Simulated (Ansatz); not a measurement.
## Run report: SnO, geometry relaxation

System: SnO (Pm-3m, 2 atoms in the cell).
Method: DFT PBE+D3(BJ), scalar-relativistic, plane waves, PAW, no spin polarisation (Ansatz 0.2.0).

The structure derives from an entry of the Crystallography Open Database. It belongs to a series of runs on one base structure; here: 3 of 3 Ca taken out, relaxed. Figures and captions count atoms from 1; the log counts them from 0 in places.

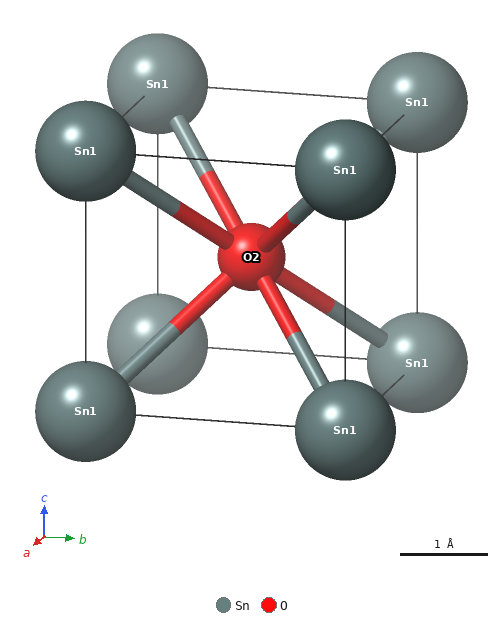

*The input geometry (ball-and-stick view of the cell of the calculation, seen slightly off an axis; atoms are numbered from 1 in the order of the input). An atom can appear more than once, as a periodic image.*

## Results in brief

- outcome: converged
- space group (tolerance 0.01 Å): Pm-3m (221)
- electrons treated: 20
- free energy: −6590.7105 eV
- Fermi energy: 11.841 eV
- gap on the k-point mesh: none (metallic)
- pressure: 0.01 GPa
- final volume: 29.89 Å³
- largest force (length of the vector) at the end: under 0.001 eV/Å
- final cell: a = 3.103 Å, b = 3.103 Å, c = 3.103 Å, α = 90.00°, β = 90.00°, γ = 90.00°
- hardware: 2 threads of AMD EPYC (Zen 3), 189 GiB of memory available, shared host
- wall time: 5.5 s (CPU time 10 s)
- peak memory: 0.36 GiB

## Input file
```yaml
crystal:
  lattice:
    - [3.1033277189, 0.0, 0.0]
    - [0.0, 3.1033277189, 0.0]
    - [0.0, 0.0, 3.1033277189]
  atoms:
    - { symbol: Sn, position: [0.0, 0.0, 0.0] }
    - { symbol: O, position: [0.5, 0.5, 0.5] }
basis:
  ecutwfc: 420
kpoints:
  mp_grid: { grid: [12, 12, 12] }
hamiltonian:
  xc: pbe
  dispersion: d3bj
scf:
  occupations: { method: gaussian, width: 0.1 }
output:
  forces: true
  stress: true
  eigenvalues: true
relax:
  adjacent_minimum: "off"
  f_tol: 0.025
  max_steps: 70
  cell: { stress_tol: 0.12 }
```

Launched with:
```bash
ansatz run input.yaml --threads 2 --pin off --max-ram 5120MiB --backend cpu --events-out ev --progress --plain --runs-dir out
```

## Log
```
Engine: ansatz 0.2.0, x86_64-unknown-linux-gnu
Pseudopotentials: kind: paw
Pseudopotential: Sn, paw, valence charge 14, recommended cutoff 420 eV (normal), Sn.paw.azcp
Pseudopotential: O, paw, valence charge 6, recommended cutoff 420 eV (normal), O.paw.azcp
Functional definition: PBE
  parameter kappa = 0.804
  parameter beta = 0.06672455060314922
  exchange = pbe_x(kappa = kappa, mu = beta*pi^2/3)
  correlation = pbe_c(beta = beta)
Crystal: 2 atoms, lattice volume = 29.887 Å³
Basis set: ecut = 420 eV, 587 PW (Γ), exchange–correlation on 48×48×48 points (8 copies of the dense FFT grid, shifted against one another)
Bands: 14, of which v1, the nominal top of the filled ones, is band 10 counted from 1 (9 counted from 0)
Symmetry: 48 space group operations
Space group: Pm-3m (ITA 221), of the structure as read, at distance tolerance 3.1e-5 Å
k-points: 84 of 1728
Non-local potential: Sn, projectors of the file, l = 0: 2, l = 1: 2, l = 2: 2, l = 3: 2
Non-local potential: O, projectors of the file, l = 0: 2, l = 1: 2, l = 2: 1
PAW form: soft (Blöchl's): semilocal exchange-correlation on the pseudo side does not see the compensation charge
PAW one-centre angular grid: Sn, 590 points (default); XC on 64 Gauss nodes
PAW one-centre angular grid: O, 110 points (default); XC on 64 Gauss nodes
Initial density: superposition of atomic densities (neutral atoms: chi_scale 0, normalization atom), corrected by the library's trained network
Initial wavefunctions: pseudopotential atomic-orbital guess
Functional: x = pbe(κ = 0.804, μ = 0.2195149727645171), c = pbe(β = 0.06672455060314922)
SCF iter   1: F=—  HF=-6590.713831 eV  |F-HF|=—  |Δ(HF+E_count)|=         —  Δρ=6.31e-3  dr2=1.47e-2  ethr=1.77e-3  ⟨swp⟩=5.2  Hψ=6229  notcnv=0
preconditioner: auto → none  [metal: Δε(μ)=0.052 eV  Ē_g=20.055 eV  σ=0.100 eV  W_gap=0.28  n_scr=6 (ndim 8)  ℏωp=30.4 eV  f_vac=0.000  D(μ)=0.15/eV (n_scr^D=0)  sad-step TF]
SCF iter   2: F=—  HF=-6590.711925 eV  |F-HF|=—  |Δ(HF+E_count)|=   1.91e-3  Δρ=4.21e-3  dr2=7.28e-3  ethr=7.34e-5  ⟨swp⟩=1.1  Hψ=1866  notcnv=0
SCF iter   3: F=—  HF=-6590.710608 eV  |F-HF|=—  |Δ(HF+E_count)|=   1.32e-3  Δρ=1.43e-3  dr2=7.09e-4  ethr=3.64e-5  ⟨swp⟩=1.2  Hψ=1212  notcnv=0
SCF iter   4: F=—  HF=-6590.710441 eV  |F-HF|=—  |Δ(HF+E_count)|=   1.67e-4  Δρ=3.14e-4  dr2=2.32e-5  ethr=3.55e-6  ⟨swp⟩=2.2  Hψ=1430  notcnv=0
SCF iter   5: F=—  HF=-6590.710453 eV  |F-HF|=—  |Δ(HF+E_count)|=   1.18e-5  Δρ=9.77e-5  dr2=2.16e-6  ethr=1.16e-7  ⟨swp⟩=2.0  Hψ=1884  notcnv=0
SCF iter   6: F=-6590.710451 eV  HF=-6590.710451 eV  |F-HF|=3.02e-8  |Δ(HF+E_count)|=   1.23e-6  Δρ=1.20e-5  dr2=3.50e-8  ethr=5.00e-10  ⟨swp⟩=3.6  Hψ=5065  notcnv=0
SCF 1 converged in 6 iterations: F = -6590.710451 eV  dr2 = 3.50e-8
  greatest PAW one-centre occupation: 0.993 electrons in one spin orbital (limit 2), on the Sn atom at site 0 (counted from 0), in its partial waves of l = 2
relax step   1: F+E_penalty+E_count = -6590.71045129 eV  Δ(F+E_penalty+E_count) = +0.000e0 eV  max|allowed force component| = 1.288e-29 eV/Å  Δτ_max = 0.0000 Å  P = +0.007 GPa  Ω = 29.887 Å³  (6 SCF iters, dr2 threshold 1.00e-7 eV, accepted)
Initial density: handed on by an earlier stage of this run
Initial wavefunctions: pseudopotential atomic-orbital guess (no wavefunctions were taken with the density)
iter 1 solved again at ethr=7.55e-8 eV; its pass at ethr=3.10e-3 eV (dr2=1.51e-5 eV) is discarded
SCF iter   1: F=—  HF=-6590.710443 eV  |F-HF|=—  |Δ(HF+E_count)|=         —  Δρ=1.23e-5  dr2=3.77e-8  ethr=7.55e-8  ⟨swp⟩=2.9  Hψ=8902  notcnv=0
preconditioner: auto → none  [metal: Δε(μ)=0.079 eV  Ē_g=20.066 eV  σ=0.100 eV  W_gap=0.39  n_scr=6 (ndim 8)  ℏωp=30.4 eV  f_vac=0.000  D(μ)=0.14/eV (n_scr^D=0)]
SCF iter   2: F=—  HF=-6590.710451 eV  |F-HF|=—  |Δ(HF+E_count)|=   7.88e-6  Δρ=3.60e-6  dr2=3.57e-9  ethr=1.88e-10  ⟨swp⟩=2.2  Hψ=1736  notcnv=0
iter 3 did not close the SCF: its close was put off for the readings that it lacked (scf_convergence_deferred on its scf_iter line)
SCF iter   3: F=-6590.710451 eV  HF=-6590.710451 eV  |F-HF|=2.36e-11  |Δ(HF+E_count)|=  2.93e-10  Δρ=3.53e-7  dr2=3.43e-11  ethr=1.78e-11  ⟨swp⟩=2.8  Hψ=1838  notcnv=0
iter 4 did not close the SCF: its close was put off for the readings that it lacked (scf_convergence_deferred on its scf_iter line)
SCF iter   4: F=-6590.710451 eV  HF=-6590.710451 eV  |F-HF|=9.09e-13  |Δ(HF+E_count)|=  9.09e-13  Δρ=1.46e-7  dr2=4.61e-12  ethr=1.00e-12  ⟨swp⟩=2.0  Hψ=1619  notcnv=0
iter 5 did not close the SCF: its close was put off for the readings that it lacked (scf_convergence_deferred on its scf_iter line)
SCF iter   5: F=-6590.710451 eV  HF=-6590.710451 eV  |F-HF|=1.82e-12  |Δ(HF+E_count)|=  2.73e-12  Δρ=2.95e-8  dr2=1.23e-13  ethr=1.00e-12  ⟨swp⟩=1.0  Hψ=1176  notcnv=0
iter 6 did not close the SCF: its close was put off for the readings that it lacked (scf_convergence_deferred on its scf_iter line)
SCF iter   6: F=-6590.710451 eV  HF=-6590.710451 eV  |F-HF|=1.82e-12  |Δ(HF+E_count)|=    0.00e0  Δρ=3.21e-9  dr2=1.59e-15  ethr=1.00e-12  ⟨swp⟩=1.0  Hψ=1176  notcnv=0
SCF iter   7: F=-6590.710451 eV  HF=-6590.710451 eV  |F-HF|=5.46e-12  |Δ(HF+E_count)|=  5.46e-12  Δρ=8.10e-10  dr2=1.80e-16  ethr=1.00e-12  ⟨swp⟩=1.8  Hψ=2830  notcnv=0
SCF 2 converged in 7 iterations: F = -6590.710451 eV  dr2 = 1.80e-16
relax step   2: F+E_penalty+E_count = -6590.71045131 eV  Δ(F+E_penalty+E_count) = -2.473e-8 eV  max|allowed force component| = 1.381e-30 eV/Å  Δτ_max = 0.0000 Å  P = +0.007 GPa  Ω = 29.887 Å³  stress off target by 6.79e-3 GPa  SCF on the basis re-selected at this cell (its energy is not comparable with the rows above)  (7 SCF iters)
```

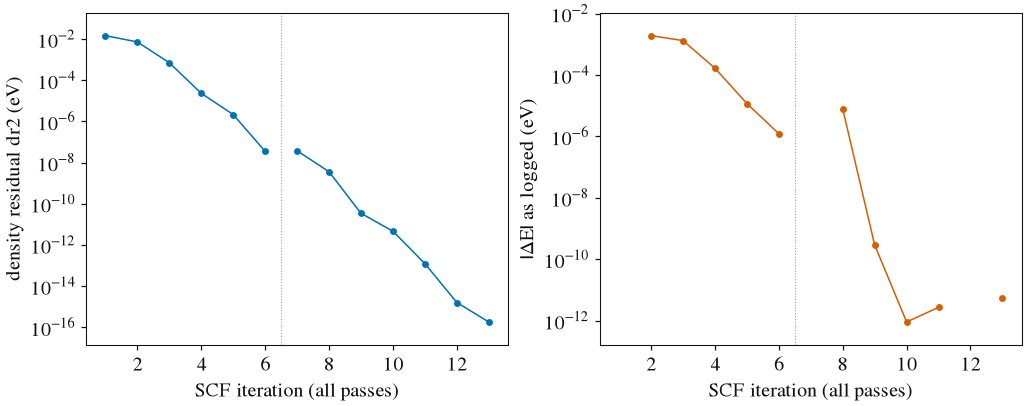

*Convergence of the self-consistent field: density residual dr2 and size of the energy change against the SCF iteration. The dotted lines part the SCF passes of the relaxation: geometry steps, rejected trials and re-solves on a re-selected basis.*

The passes take 6 and 7 iterations.

```
basis re-selected at this cell: Δ(F+E_penalty+E_count) = -2.473e-8 eV, ΔP = -0.000 GPa vs the last step (what re-selecting the basis moved, of the pressure what is left beyond the Pulay correction that the steps carried, after the strain that the cell walked since its last selection, with what the two solves' SCF thresholds leave and, on support functions, any second-order correction that the steps lacked; it is no measure of the basis error at this ecutwfc). This SCF's stress stands 6.79e-3 GPa from its target on what of the cell is left free (relax.cell.stress_tol is 1.20e-1 GPa) and its largest allowed force component is 1.38e-30 eV/Å (relax.f_tol is 2.50e-2 eV/Å): within both
SCF converged after 7 iterations
Free energy (F): -6590.710451 eV
Harris-Foulkes:  -6590.710451 eV  (|F-HF|=5.46e-12)
Internal energy: -6590.709734 eV  (E = F + TS)
E sigma→0 (E₀):  -6590.710093 eV
Entropy (-TS):   -0.000717 eV (-0.358 meV/atom)
Fermi energy:    11.841067 eV
--- Per-component energies (eV) ---
  E_band       = -45.096494
  E_kinetic    = 358.534963
  E_local      = -909.851093  (includes V_loc(G=0)·N_el)
  E_nonlocal   = 15.062146
  E_hartree    = 532.871112
  E_xc         = -457.718562
  E_vxc        = -191.503987  (∫ρ·V_xc dr)
  E_paw        = -4289.318607  (= ΣΔE_a)
  E_vpaw       = -383.083069  (= ΣTr[D̂ρ^β])
  E_aug_tail   = 0.002320  (compensation charges beyond the density's cutoff)
  E_ewald      = -1839.735733
  E_disp       = -0.556282  (pairwise vdW)
  E_smearing   = -0.000717  (= −TS)
  E_closure    = -0.000000  (closes the sum)
  Σ components = -6590.710451   (vs F -6590.710451, Δ=0.00e0)
--- Forces (eV/Å), atoms counted from 1 ---
  atom   1  Sn    -0.00000000     0.00000000     0.00000000
  atom   2  O      0.00000000    -0.00000000    -0.00000000
  max |Σ_I F_I| component: 2.50e-30 eV/Å
--- Stress (GPa, compression-positive) ---
        0.006791      -0.000000       0.000000
       -0.000000       0.006791       0.000000
        0.000000       0.000000       0.006791
  P = ⅓ Tr σ = 0.0068 GPa (0.068 kbar)
--- Band table (eV; the first three rows and the last of 84) ---
  k-point 0: bands = ["-10.0340", "-10.0340", "-9.6577", "-9.6577", "-9.6577", "-6.3753", "4.2503", "9.1740", "9.1740", "9.1740", "19.8018", "19.8018", "19.8826", "19.8826"]
  k-point 1: bands = ["-10.0329", "-10.0158", "-9.6641", "-9.6641", "-9.6571", "-6.3328", "4.1595", "9.1970", "9.2200", "9.2200", "18.2576", "19.8398", "19.8398", "19.8849"]
  k-point 2: bands = ["-10.0298", "-9.9660", "-9.6816", "-9.6816", "-9.6557", "-6.2128", "3.9050", "9.2915", "9.3498", "9.3498", "16.6956", "19.7113", "19.7113", "20.1350"]
  k-point 83: bands = ["-9.8648", "-9.8648", "-9.8648", "-9.5753", "-9.5753", "-4.9490", "8.3634", "8.3634", "8.3634", "10.5249", "11.7007", "11.7007", "11.7007", "24.1957"]
--- Relaxed structure (1 steps of the walk, 1 accepted, 1 SCFs on fresh bases) ---
  F+E_penalty+E_count = -6590.71045131 eV   max|allowed force component| = 1.381e-30 eV/Å   (the final SCF, on the basis selected at the relaxed cell)
  cell:  # Å, volume = 29.8870 Å³
    - [3.1033277189, 0.0, 0.0]
    - [0.0, 3.1033277189, 0.0]
    - [0.0, 0.0, 3.1033277189]
  atoms:
    - { symbol: Sn, position: [0.0, 0.0, 0.0] }
    - { symbol: O, position: [0.5, 0.5, 0.5] }
```

## Trajectory as extended XYZ (Å, eV, eV/Å), 2 frames, from step=1 to step=2
```
2
Lattice="3.1033 0.0000 0.0000 0.0000 3.1033 0.0000 0.0000 0.0000 3.1033" Properties=species:S:1:pos:R:3:forces:R:3 step=1 energy=-6590.71045 pressure_GPa=0.01
Sn    0.0000    0.0000    0.0000    0.0000   0.0000   0.0000
O     1.5517    1.5517    1.5517    0.0000   0.0000   0.0000
2
Lattice="3.1033 0.0000 0.0000 0.0000 3.1033 0.0000 0.0000 0.0000 3.1033" Properties=species:S:1:pos:R:3:forces:R:3 step=2 energy=-6590.71045 pressure_GPa=0.01
Sn    0.0000    0.0000    0.0000    0.0000   0.0000   0.0000
O     1.5517    1.5517    1.5517    0.0000   0.0000   0.0000
```
